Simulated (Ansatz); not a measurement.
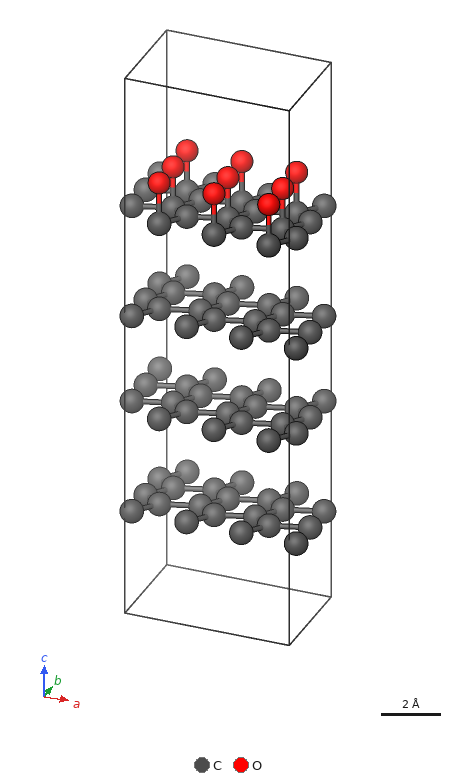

**Figure 1.** The structure as given in the input (ball-and-stick view of the 3 × 3 repeat of the cell, with the vacuum cut short, seen slightly off an axis). An atom can appear more than once, as a periodic image. Near neighbours in the periodic cell (some may lie outside the picture): C has 3 C at 1.42 Å; C has 3 C at 1.42 Å and 1 O at 1.42 Å; O has 1 C at 1.42 Å.

**Run report: C₈O, geometry relaxation (part 1 of 2)**

System: C₈O (slab, 9 atoms in the cell).
Method: DFT PBE+D3(BJ), scalar-relativistic, plane waves, PAW, no spin polarisation (Ansatz 0.2.0).

The structure derives from a Materials Project entry. The input holds or restrains some coordinates. Forces given for the steps count only the free coordinates. It belongs to a series of runs on one base structure; here: O put at a top C site.

## Input
```yaml
crystal:
  lattice:
    - [2.4655379958, 0.0, 0.0]
    - [-1.2327689979, 2.1341461202, 0.0]
    - [0.0, 0.0, 29.1985170553]
  atoms:
    - { symbol: C, position: [0.0833101793, 0.1666203587, 0.2911106747] }
    - { symbol: C, position: [0.4166898206, 0.8333796413, 0.2911106747] }
    - { symbol: C, position: [0.5833101794, 0.1666203587, 0.4075389574] }
    - { symbol: C, position: [0.9166898206, 0.8333796413, 0.4075389574] }
    - { symbol: C, position: [0.0833101793, 0.1666203587, 0.5239644132] }
    - { symbol: C, position: [0.4166898206, 0.8333796413, 0.5239644132] }
    - { symbol: C, position: [0.5833101794, 0.1666203587, 0.640392696] }
    - { symbol: C, position: [0.9166898206, 0.8333796413, 0.640392696] }
    - { symbol: O, position: [0.5833101794, 0.1666203587, 0.6890253028] }
basis:
  ecutwfc: 420
kpoints:
  mp_grid: { grid: [12, 12, 1] }
hamiltonian:
  xc: pbe
  dispersion: d3bj
scf:
  occupations: { method: gaussian, width: 0.1 }
output:
  forces: true
  eigenvalues: true
  write_density: true
  write_potential: true
  elf: true
  volumetric_format: npy
relax:
  adjacent_minimum: "off"
  f_tol: 0.03
  max_steps: 70
  constraints: [{ sites: [0, 1, 2, 3] }]
efield:
  axis: 3
  dipole_correction: true
  ramp_width: 0.04
```

Machine: 2 threads of Intel Xeon @ 2.50GHz (Skylake/Cascade Lake), 32 GiB of memory available, shared host.

Command:
```bash
ansatz run input.yaml --threads 2 --pin off --max-ram 5120MiB --backend cpu --events-out ev --progress --plain --runs-dir out
```

## Output
```
Engine: ansatz 0.2.0, x86_64-unknown-linux-gnu
Pseudopotentials: kind: paw
Pseudopotential: C, paw, valence charge 4, recommended cutoff 420 eV (normal), C.paw.azcp
Pseudopotential: O, paw, valence charge 6, recommended cutoff 420 eV (normal), O.paw.azcp
Functional definition: PBE
  parameter kappa = 0.804
  parameter beta = 0.06672455060314922
  exchange = pbe_x(kappa = kappa, mu = beta*pi^2/3)
  correlation = pbe_c(beta = beta)
Crystal: 9 atoms, lattice volume = 153.637 Å³
Basis set: ecut = 420 eV, 2887 PW (Γ), exchange–correlation on 36×36×400 points (8 copies of the dense FFT grid, shifted against one another)
Bands: 28, of which v1, the nominal top of the filled ones, is band 19 counted from 1 (18 counted from 0)
Symmetry: 2 space group operations
Space group: Cm (ITA 8), of the structure as read, at distance tolerance 5.4e-5 Å
k-points: 43 of 144 (time reversal used)
Non-local potential: C, projectors of the file, l = 0: 2, l = 1: 2, l = 2: 1
Non-local potential: O, projectors of the file, l = 0: 2, l = 1: 2, l = 2: 1
PAW form: soft (Blöchl's): semilocal exchange-correlation on the pseudo side does not see the compensation charge
PAW one-centre angular grid: C, 110 points (default); XC on 64 Gauss nodes
PAW one-centre angular grid: O, 110 points (default); XC on 64 Gauss nodes
Initial density: superposition of atomic densities (neutral atoms: chi_scale 0, normalization atom), corrected by the library's trained network
Initial wavefunctions: pseudopotential atomic-orbital guess
Functional: x = pbe(κ = 0.804, μ = 0.2195149727645171), c = pbe(β = 0.06672455060314922)
SCF iter   1: F=—  HF=-2570.621273 eV  |F-HF|=—  |Δ(HF+E_count)|=         —  Δρ=1.08e-2  dr2=8.99e-1  ethr=1.77e-3  p=-0.151 e·Å  D=-1.78e-1 V/Å  ΔV_dip=5.20 eV  dr2_dipole=5.38e-1  V_vac-E_F(+/−)=8.68/3.48 eV  ⟨swp⟩=9.1  Hψ=7862  notcnv=0  defer=36
efield: sawtooth ramp at fractional position 0.9701 (placed from the atoms, in the widest stretch of the axis that holds none; the zero of the levels goes with the place), width 0.0400; the density the first Hamiltonian is built on has a dipole p = -0.151 e·Å; the dipole correction subtracts the counter field D = -1.78e-1 V/Å, which shifts the + side's vacuum level by +5.20 eV against the − side's; the planar-averaged density in the ramp window peaks in size at 2.3e-5 e/Å³
preconditioner: auto → LDOS  [metal: Δε(μ)=0.100 eV  Ē_g=15.220 eV  σ=0.100 eV  W_gap=0.48  n_scr=20 (ndim 8)  ℏωp=18.5 eV  f_vac=0.497  D(μ)=1.27/eV (n_scr^D=10)  β→1.0]
SCF iter   2: F=—  HF=-2570.562658 eV  |F-HF|=—  |Δ(HF+E_count)|=   5.86e-2  Δρ=6.39e-3  dr2=2.95e-1  ethr=1.77e-3  p=-0.079 e·Å  D=-9.29e-2 V/Å  ΔV_dip=2.71 eV  dr2_dipole=6.41e-2  V_vac-E_F(+/−)=6.52/3.81 eV  ⟨swp⟩=3.0  Hψ=2295  notcnv=0  defer=130
SCF iter   3: F=—  HF=-2570.555112 eV  |F-HF|=—  |Δ(HF+E_count)|=   7.55e-3  Δρ=4.94e-3  dr2=1.67e-1  ethr=7.78e-4  p=-0.081 e·Å  D=-9.50e-2 V/Å  ΔV_dip=2.77 eV  dr2_dipole=2.01e-3  V_vac-E_F(+/−)=7.17/4.40 eV  ⟨swp⟩=3.1  Hψ=2379  notcnv=0  defer=146
SCF iter   4: F=—  HF=-2570.526373 eV  |F-HF|=—  |Δ(HF+E_count)|=   2.87e-2  Δρ=7.11e-4  dr2=2.20e-3  ethr=4.41e-4  p=-0.079 e·Å  D=-9.28e-2 V/Å  ΔV_dip=2.71 eV  dr2_dipole=1.50e-6  V_vac-E_F(+/−)=6.92/4.21 eV  ⟨swp⟩=2.3  Hψ=2062  notcnv=0  defer=130
SCF iter   5: F=—  HF=-2570.526318 eV  |F-HF|=—  |Δ(HF+E_count)|=   5.47e-5  Δρ=1.99e-4  dr2=4.96e-5  ethr=5.80e-6  p=-0.078 e·Å  D=-9.23e-2 V/Å  ΔV_dip=2.70 eV  dr2_dipole=1.47e-6  V_vac-E_F(+/−)=6.94/4.25 eV  ⟨swp⟩=2.1  Hψ=1774  notcnv=0  defer=133
SCF iter   6: F=—  HF=-2570.526460 eV  |F-HF|=—  |Δ(HF+E_count)|=   1.42e-4  Δρ=7.31e-5  dr2=1.29e-5  ethr=5.92e-8  p=-0.079 e·Å  D=-9.27e-2 V/Å  ΔV_dip=2.71 eV  dr2_dipole=1.43e-8  V_vac-E_F(+/−)=6.94/4.24 eV  ⟨swp⟩=25.1  Hψ=15163  notcnv=0
SCF iter   7: F=-2570.526493 eV  HF=-2570.526480 eV  |F-HF|=1.31e-5  |Δ(HF+E_count)|=   2.05e-5  Δρ=2.99e-5  dr2=8.04e-7  ethr=3.40e-8  p=-0.079 e·Å  D=-9.26e-2 V/Å  ΔV_dip=2.70 eV  dr2_dipole=2.88e-9  V_vac-E_F(+/−)=6.94/4.24 eV  ⟨swp⟩=16.2  Hψ=11130  notcnv=0
SCF 1 converged in 7 iterations: F = -2570.526493 eV  dr2 = 8.04e-7
  greatest PAW one-centre occupation: 0.897 electrons in one spin orbital (limit 2), on the O atom at site 8 (counted from 0), in its partial waves of l = 0
relax step   1: F+E_penalty+E_count = -2570.52649342 eV  Δ(F+E_penalty+E_count) = +0.000e0 eV  max|allowed force component| = 3.227e0 eV/Å  Δτ_max = 0.0000 Å  (7 SCF iters, dr2 threshold 2.25e-5 eV, accepted)
Initial density: handed on by an earlier stage of this run
Initial wavefunctions: those handed on with the density
SCF iter   1: F=—  HF=-2571.053099 eV  |F-HF|=—  |Δ(HF+E_count)|=         —  Δρ=3.46e-2  dr2=1.25e0  ethr=3.10e-3  p=-0.079 e·Å  D=-9.26e-2 V/Å  ΔV_dip=2.70 eV  dr2_dipole=3.98e-2  V_vac-E_F(+/−)=7.07/4.37 eV  ⟨swp⟩=5.3  Hψ=5031  notcnv=0  defer=38
efield: sawtooth ramp at fractional position 0.9701 (handed on by an earlier solve), width 0.0400; the density the first Hamiltonian is built on has a dipole p = -0.079 e·Å; the dipole correction subtracts the counter field D = -9.26e-2 V/Å, which shifts the + side's vacuum level by +2.70 eV against the − side's; the planar-averaged density in the ramp window peaks in size at 3.4e-6 e/Å³
preconditioner: auto → LDOS  [metal: Δε(μ)=0.028 eV  Ē_g=15.241 eV  σ=0.100 eV  W_gap=0.16  n_scr=20 (ndim 8)  ℏωp=18.5 eV  f_vac=0.503  D(μ)=1.07/eV (n_scr^D=10)  β→1.0]
SCF iter   2: F=—  HF=-2571.169712 eV  |F-HF|=—  |Δ(HF+E_count)|=   1.17e-1  Δρ=1.81e-2  dr2=1.72e0  ethr=3.10e-3  p=-0.079 e·Å  D=-9.28e-2 V/Å  ΔV_dip=2.71 eV  dr2_dipole=1.22e-3  V_vac-E_F(+/−)=6.85/4.14 eV  ⟨swp⟩=3.4  Hψ=2876  notcnv=0  defer=143
SCF iter   3: F=—  HF=-2570.739338 eV  |F-HF|=—  |Δ(HF+E_count)|=   4.30e-1  Δρ=3.66e-3  dr2=3.90e-2  ethr=3.10e-3  p=-0.081 e·Å  D=-9.56e-2 V/Å  ΔV_dip=2.79 eV  dr2_dipole=1.25e-4  V_vac-E_F(+/−)=7.04/4.25 eV  ⟨swp⟩=3.2  Hψ=2138  notcnv=0  defer=146
SCF iter   4: F=—  HF=-2570.730005 eV  |F-HF|=—  |Δ(HF+E_count)|=   9.33e-3  Δρ=1.17e-3  dr2=5.07e-3  ethr=1.03e-4  p=-0.083 e·Å  D=-9.76e-2 V/Å  ΔV_dip=2.85 eV  dr2_dipole=1.82e-6  V_vac-E_F(+/−)=7.06/4.21 eV  ⟨swp⟩=2.3  Hψ=2216  notcnv=0  defer=136
SCF iter   5: F=—  HF=-2570.729329 eV  |F-HF|=—  |Δ(HF+E_count)|=   6.76e-4  Δρ=4.68e-4  dr2=4.44e-4  ethr=1.34e-5  p=-0.082 e·Å  D=-9.65e-2 V/Å  ΔV_dip=2.82 eV  dr2_dipole=2.29e-5  V_vac-E_F(+/−)=7.05/4.23 eV  ⟨swp⟩=2.0  Hψ=1490  notcnv=0  defer=136
SCF iter   6: F=—  HF=-2570.729358 eV  |F-HF|=—  |Δ(HF+E_count)|=   2.88e-5  Δρ=1.09e-4  dr2=2.64e-5  ethr=2.63e-7  p=-0.082 e·Å  D=-9.69e-2 V/Å  ΔV_dip=2.83 eV  dr2_dipole=4.75e-6  V_vac-E_F(+/−)=7.04/4.21 eV  ⟨swp⟩=23.7  Hψ=14357  notcnv=0
SCF iter   7: F=-2570.729361 eV  HF=-2570.729360 eV  |F-HF|=7.74e-7  |Δ(HF+E_count)|=   2.28e-6  Δρ=3.96e-5  dr2=3.39e-6  ethr=6.96e-8  p=-0.082 e·Å  D=-9.66e-2 V/Å  ΔV_dip=2.82 eV  dr2_dipole=2.86e-7  V_vac-E_F(+/−)=7.04/4.22 eV  ⟨swp⟩=17.9  Hψ=11720  notcnv=0
SCF 2 converged in 7 iterations: F = -2570.729361 eV  dr2 = 3.39e-6
  Residual-converged pass: ⟨swp⟩=1.0  Hψ=1376  notcnv=0  max |occ|·‖R‖ = 7.0e-9 eV (tolerance 1.0e-8 eV)  dr2=3.39e-6  dr2_onsite=3.52e-8  max |Δocc| = 1.1e-10
  greatest PAW one-centre occupation: 0.895 electrons in one spin orbital (limit 2), on the O atom at site 8 (counted from 0), in its partial waves of l = 0
relax step   2: F+E_penalty+E_count = -2570.72936066 eV  Δ(F+E_penalty+E_count) = -2.029e-1 eV  max|allowed force component| = 2.242e0 eV/Å  Δτ_max = 0.1950 Å  (7 SCF iters, dr2 threshold 1.00e-4 eV, accepted)
[... from here on the SCF iterations and repeated set-up lines of each step are left out, up to the last step ...]
SCF 3 converged in 10 iterations: F = -2570.971932 eV  dr2 = 3.36e-6
relax step   3: F+E_penalty+E_count = -2570.97193233 eV  Δ(F+E_penalty+E_count) = -2.426e-1 eV  max|allowed force component| = 1.496e0 eV/Å  Δτ_max = 0.1957 Å  (10 SCF iters, dr2 threshold 1.00e-4 eV, accepted)
SCF 4 converged in 9 iterations: F = -2571.044692 eV  dr2 = 6.71e-6
relax step   4: F+E_penalty+E_count = -2571.04469193 eV  Δ(F+E_penalty+E_count) = -7.276e-2 eV  max|allowed force component| = 5.571e-1 eV/Å  Δτ_max = 0.1635 Å  (9 SCF iters, dr2 threshold 1.00e-4 eV, accepted)
SCF 5 converged in 8 iterations: F = -2571.062073 eV  dr2 = 5.68e-6
relax step   5: F+E_penalty+E_count = -2571.06207255 eV  Δ(F+E_penalty+E_count) = -1.738e-2 eV  max|allowed force component| = 7.695e-2 eV/Å  Δτ_max = 0.1429 Å  (8 SCF iters, dr2 threshold 4.30e-5 eV, accepted)
SCF 6 converged in 10 iterations: F = -2571.063411 eV  dr2 = 9.28e-10
relax step   6: F+E_penalty+E_count = -2571.06341089 eV  Δ(F+E_penalty+E_count) = -1.338e-3 eV  max|allowed force component| = 3.306e-2 eV/Å  Δτ_max = 0.0583 Å  (10 SCF iters, accepted)
SCF 7 converged in 10 iterations: F = -2571.064305 eV  dr2 = 1.12e-8
relax step   7: F+E_penalty+E_count = -2571.06430486 eV  Δ(F+E_penalty+E_count) = -8.940e-4 eV  max|allowed force component| = 3.880e-2 eV/Å  Δτ_max = 0.0749 Å  (10 SCF iters, accepted)
SCF 8 converged in 10 iterations: F = -2571.065705 eV  dr2 = 4.03e-8
relax step   8: F+E_penalty+E_count = -2571.06570490 eV  Δ(F+E_penalty+E_count) = -1.400e-3 eV  max|allowed force component| = 8.489e-2 eV/Å  Δτ_max = 0.1270 Å  (10 SCF iters, accepted)
SCF 9 converged in 9 iterations: F = -2571.071217 eV  dr2 = 3.09e-7
relax step   9: F+E_penalty+E_count = -2571.07121696 eV  Δ(F+E_penalty+E_count) = -5.512e-3 eV  max|allowed force component| = 1.621e-1 eV/Å  Δτ_max = 0.1951 Å  (9 SCF iters, dr2 threshold 7.21e-6 eV, accepted)
SCF 10 converged in 6 iterations: F = -2571.079951 eV  dr2 = 5.26e-6
relax step  10: F+E_penalty+E_count = -2571.07995057 eV  Δ(F+E_penalty+E_count) = -8.734e-3 eV  max|allowed force component| = 1.558e-1 eV/Å  Δτ_max = 0.1950 Å  (6 SCF iters, dr2 threshold 2.63e-5 eV, accepted)
SCF 11 converged in 6 iterations: F = -2571.089376 eV  dr2 = 7.55e-6
relax step  11: F+E_penalty+E_count = -2571.08937632 eV  Δ(F+E_penalty+E_count) = -9.426e-3 eV  max|allowed force component| = 1.509e-1 eV/Å  Δτ_max = 0.1929 Å  (6 SCF iters, dr2 threshold 2.24e-5 eV, accepted)
SCF 12 converged in 7 iterations: F = -2571.094654 eV  dr2 = 5.45e-6
relax step  12: F+E_penalty+E_count = -2571.09465363 eV  Δ(F+E_penalty+E_count) = -5.277e-3 eV  max|allowed force component| = 2.799e-1 eV/Å  Δτ_max = 0.1953 Å  (7 SCF iters, dr2 threshold 2.10e-5 eV, accepted)
SCF 13 converged in 7 iterations: F = -2571.088586 eV  dr2 = 1.44e-6
relax step  13: F+E_penalty+E_count = -2571.08858625 eV  Δ(F+E_penalty+E_count) = +6.067e-3 eV  max|allowed force component| = 7.762e-1 eV/Å  Δτ_max = 0.1913 Å  (7 SCF iters, dr2 threshold 7.35e-5 eV, rejected (line search))
SCF 14 converged in 10 iterations: F = -2571.098576 eV  dr2 = 6.09e-10
relax step  14: F+E_penalty+E_count = -2571.09857635 eV  Δ(F+E_penalty+E_count) = -3.923e-3 eV  max|allowed force component| = 7.833e-2 eV/Å  Δτ_max = 0.0921 Å  (10 SCF iters, accepted)
SCF 15 converged in 10 iterations: F = -2571.100086 eV  dr2 = 3.42e-10
relax step  15: F+E_penalty+E_count = -2571.10008581 eV  Δ(F+E_penalty+E_count) = -1.509e-3 eV  max|allowed force component| = 1.084e-1 eV/Å  Δτ_max = 0.0957 Å  (10 SCF iters, accepted)
SCF 16 converged in 10 iterations: F = -2571.101328 eV  dr2 = 5.00e-10
relax step  16: F+E_penalty+E_count = -2571.10132850 eV  Δ(F+E_penalty+E_count) = -1.243e-3 eV  max|allowed force component| = 6.831e-2 eV/Å  Δτ_max = 0.1479 Å  (10 SCF iters, dr2 threshold 9.20e-7 eV, accepted)
SCF 17 converged in 10 iterations: F = -2571.101562 eV  dr2 = 3.58e-11
relax step  17: F+E_penalty+E_count = -2571.10156175 eV  Δ(F+E_penalty+E_count) = -2.333e-4 eV  max|allowed force component| = 2.284e-2 eV/Å  Δτ_max = 0.0124 Å  (10 SCF iters, dr2 threshold 1.85e-6 eV, accepted)
iter 1 solved again at ethr=1.00e-12 eV; its pass at ethr=3.10e-3 eV (dr2=2.80e-10 eV) is discarded
SCF iter   1: F=—  HF=-2571.101603 eV  |F-HF|=—  |Δ(HF+E_count)|=         —  Δρ=7.76e-7  dr2=2.41e-10  ethr=1.00e-12  p=-0.094 e·Å  D=-1.10e-1 V/Å  ΔV_dip=3.22 eV  dr2_dipole=2.52e-14  V_vac-E_F(+/−)=7.45/4.23 eV  ⟨swp⟩=2.9  Hψ=4363  notcnv=0
efield: sawtooth ramp at fractional position 0.9701 (handed on by an earlier solve), width 0.0400; the density the first Hamiltonian is built on has a dipole p = -0.094 e·Å; the dipole correction subtracts the counter field D = -1.10e-1 V/Å, which shifts the + side's vacuum level by +3.22 eV against the − side's; the planar-averaged density in the ramp window peaks in size at 1.8e-6 e/Å³
preconditioner: auto → LDOS  [metal: Δε(μ)=0.011 eV  Ē_g=15.251 eV  σ=0.100 eV  W_gap=0.06  n_scr=20 (ndim 8)  ℏωp=18.5 eV  f_vac=0.503  D(μ)=1.26/eV (n_scr^D=10)  β→1.0]
SCF iter   2: F=-2571.101562 eV  HF=-2571.101562 eV  |F-HF|=2.14e-9  |Δ(HF+E_count)|=   4.12e-5  Δρ=7.46e-7  dr2=2.67e-10  ethr=1.00e-12  p=-0.094 e·Å  D=-1.10e-1 V/Å  ΔV_dip=3.22 eV  dr2_dipole=1.86e-15  V_vac-E_F(+/−)=7.45/4.23 eV  ⟨swp⟩=11.1  Hψ=8588  notcnv=0
SCF 18 converged in 2 iterations: F = -2571.101562 eV  dr2 = 2.67e-10
relax step  18: F+E_penalty+E_count = -2571.10156175 eV  Δ(F+E_penalty+E_count) = +2.165e-10 eV  max|allowed force component| = 2.285e-2 eV/Å  Δτ_max = 0.0000 Å  (2 SCF iters, accepted)
```

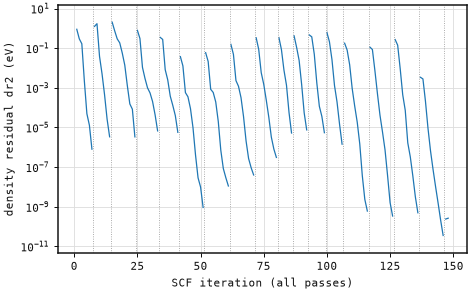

**Figure 2.** Convergence of the self-consistent field: density residual dr2 against the SCF iteration. The dotted lines part the SCF passes of the relaxation: geometry steps, rejected trials and re-solves on a re-selected basis. The 18 passes take 2 to 10 iterations each, 148 in all.

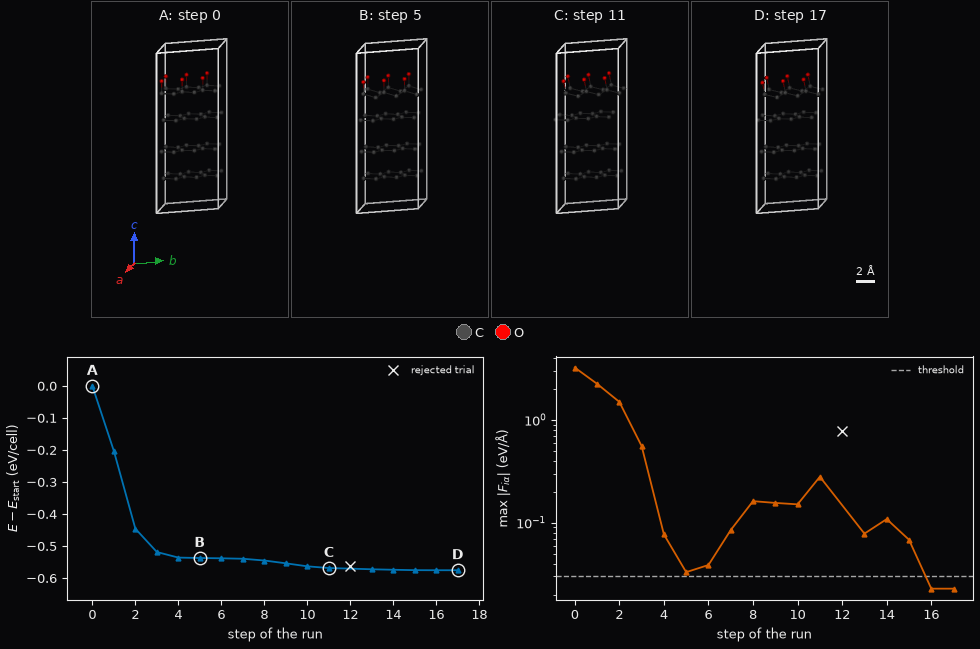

**Figure 3.** Frames of the restrained relaxation (ball-and-stick view of the 2 × 3 repeat of the cell, with the vacuum cut short, seen slightly off an axis) above the curves, on which the letters mark them (the first geometry is step 0 here and step 1 in the log).

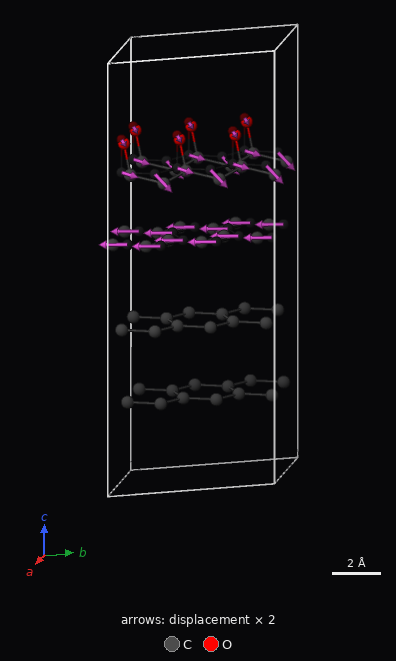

**Figure 4.** Start (faint) and end (solid) with the displacements as pink arrows, magnified 2 times (ball-and-stick view of the 2 × 3 repeat of the cell, with the vacuum cut short, seen slightly off an axis). The largest moves, 0.63 Å, are those of C5 and C6. Largest moves by element: C 0.63 Å, O 0.19 Å. The cell stays as it was. Among the contacts that change: C7–O9 1.420 → 1.384 Å, C7–C8 1.423 → 1.458 Å. Among the angles that change: C8–C7–O9 90.0° → 112.9°, C8–C7–O9 90.0° → 95.7°, C8–C7–C8 120.0° → 115.9°. After 17 geometry steps the energy has fallen by 0.575 eV per cell of the calculation. The largest force component goes from 3.2 to 0.023 eV/Å. The line search rejected the trial step at point 12 (counted from 0) and went back. (Atoms are counted from 1 in the order of the input.)

```
WARN: The output density's exchange-correlation potential varies sharply where the density is thin. Do not read a vacuum level from v_tot or v_xc, or from such a field of the output density. On a cell that repeats whose density bears no net charge and no dipole along the vacuum's axis use v_es (v_loc + v_h of the components); under efield.dipole_correction with no amplitude use v_es + v_field, which holds any external_charges[].barrier, or the levels of the report's work_function block, which leave it out; under a non-zero efield.amplitude the vacuum is tilted and has no level; on a cell that repeats and bears such a dipole with no correction it is tilted too, and efield.dipole_correction with no amplitude gives each side of its ramp a level where efield: is served; in a cell that repeats whose density bears a net charge (total_charge, or a fill off its count) it is curved and has none; of a slab under crystal.periodic whose density bears no net charge use v_es, which has a level on each side, short of where the two are joined; of another it falls or rises all the way out and has none; of a slab beside external_charges read slab_vacuum_level instead, which it has where they leave it neutral. The grid or the basis barely resolves most such structure, and the values can differ between equally converged runs; as a rule a tighter scf.convergence.dr2_threshold does not remove it. Where the density itself ripples (under the LDA too) a higher basis.ecutwfc lessens it. The files hold the spikes' plane waves up to the density's cutoff. Files: v_tot_of_output_density and the like, and their columns of v_z.tsv (output.write_potential); v_xc_of_output_density and the like, and their columns of v_comp_z.tsv (output.write_potential_components). Measured: with its Gaussian average of σ = 0.25 Å subtracted twice, the exchange-correlation potential is over 0.1 eV at 25 of the grid points where the equally averaged density (valence and model cores) is under 1e-3 e/Å³, and 0.175 eV at the most among them, at an averaged density of 4.7e-8 e/Å³. The input density's (outcome.potential() and, of a run that writes arrays, v_tot and v_xc) is over 0.1 eV, so measured, at 22 points of its own thin density, 0.193 eV at the most. See output.write_potential in the manual, Limitations
SCF converged after 2 iterations
Free energy (F): -2571.101562 eV
Harris-Foulkes:  -2571.101562 eV  (|F-HF|=2.14e-9)
```
